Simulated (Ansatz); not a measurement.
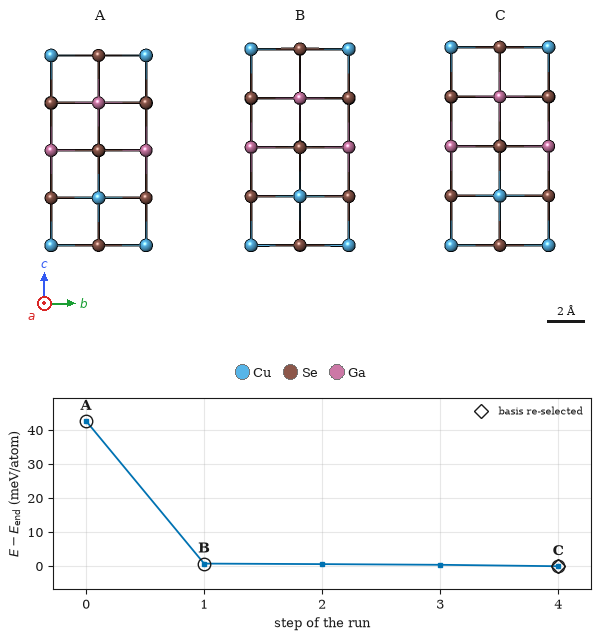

Frames of a relaxation of crystalline GaCuSe2 (a generated structure, set up in I4_1/amd), marked on the history of the run. A ball-and-stick model of the conventional cell (2 times the calculation's cell), seen along the a axis. Lengths and directions refer to the drawn axes.

These are results of Ansatz 0.2.0, DFT, PBE, plane waves, PAW, not measurements.

The input:
```yaml
crystal:
  lattice:
    - [-2.5759715, 2.5759715, 5.151943]
    - [2.5759715, -2.5759715, 5.151943]
    - [2.5759715, 2.5759715, -5.151943]
  atoms:
    - { symbol: Cu, position: [0.75, 0.25, 0.5] }
    - { symbol: Se, position: [0.5, 0.0, 0.5] }
    - { symbol: Cu, position: [0.0, 0.0, 0.0] }
    - { symbol: Se, position: [0.75, 0.75, 0.0] }
    - { symbol: Ga, position: [0.25, 0.75, 0.5] }
    - { symbol: Se, position: [0.0, 0.5, 0.5] }
    - { symbol: Ga, position: [0.5, 0.5, 0.0] }
    - { symbol: Se, position: [0.25, 0.25, 0.0] }
kpoints:
  mp_grid: { grid: [6, 6, 6] }
hamiltonian:
  xc: pbe
scf:
  occupations: { method: fermi_dirac, width: 0.02 }
relax:
  f_tol: 0.005
  cell: {}
```

Command:
```bash
ansatz run input.yaml --threads 2 --pin off --max-ram 20275MiB --backend cpu --events-out ev --progress --plain --runs-dir out
```

**What happens along the run?**

Over 3 accepted moves (4 points after the start) the energy falls by 42.7 meV per atom. Largest force component: 0.14 eV/Å at the start, 0.00027 eV/Å at the end. Pressure: 8.74 GPa at the start and −0.01 GPa at the end. At 1 point the geometry stayed and the basis and grid were re-selected for the new cell (energy shift of 0.4 meV per atom at most each time). No atom moves by more than 0.005 Å relative to the cell. The volume changes by +9.9 %, with a = b 5.152 → 5.288 Å (+2.6 %), c 10.304 → 10.752 Å (+4.3 %). Near-neighbour distances that change, for instance: Ga5–Se6 2.576 → 2.691 Å, Cu1–Se2 2.576 → 2.685 Å, Ga5–Se8 2.576 → 2.644 Å, Cu1–Se4 2.576 → 2.644 Å. The space group stays I4_1/amd (No. 141). From step 0 to 1: volume +9.4 %, energy −41.9 meV per atom. From step 1 to 4: volume +0.5 %, energy −0.8 meV per atom.
